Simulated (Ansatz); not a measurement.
Given this structure:

```cif
data_structure
_symmetry_space_group_name_H-M 'P 1'
_symmetry_Int_Tables_number 1
_cell_length_a 3.4699
_cell_length_b 3.4699
_cell_length_c 3.4699
_cell_angle_alpha 90.000
_cell_angle_beta 90.000
_cell_angle_gamma 90.000
_cell_volume 41.78
loop_
_atom_site_label
_atom_site_type_symbol
_atom_site_fract_x
_atom_site_fract_y
_atom_site_fract_z
_atom_site_occupancy
Al1 Al 0.00000 0.00000 0.00000 1
Al2 Al 0.50000 0.50000 0.50000 1
```

**Summarise the structure in words.**

The element is aluminium. The atoms follow space group Im-3m (No. 229); the Bravais lattice is body-centred cubic. Prototype: body-centred cubic (W type). The cell holds two atoms. Counting atoms within bonding range gives coordination numbers of Al 8.

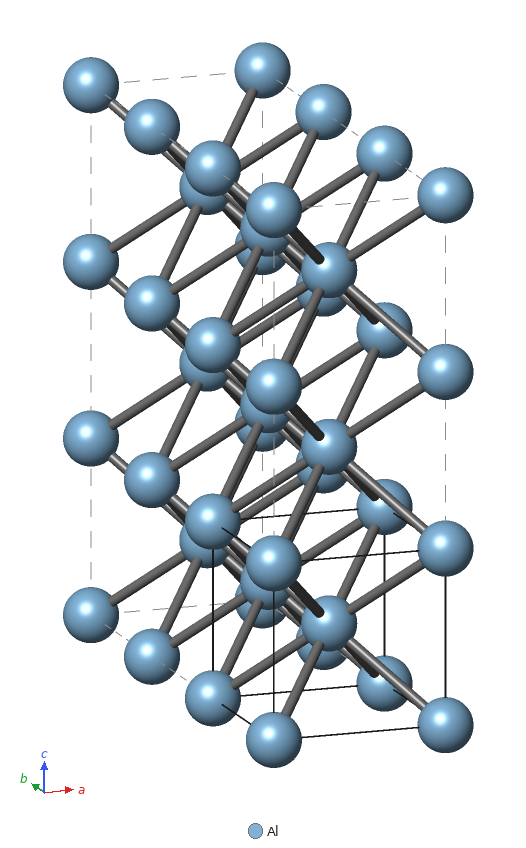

A ball-and-stick rendering, viewed slightly off an axis. The drawing covers 1×3×3 cells, and the solid lines enclose one conventional unit cell. Colours: aluminium light blue.

The model was built from a structure listed in the Materials Project. The cell was then strained or its atoms displaced on purpose. It was run through Ansatz as a DFT input.

At this level of theory the cell isn't at rest (stretched, at -10 GPa), so its distances can differ from those at equilibrium, the more so the softer the solid.
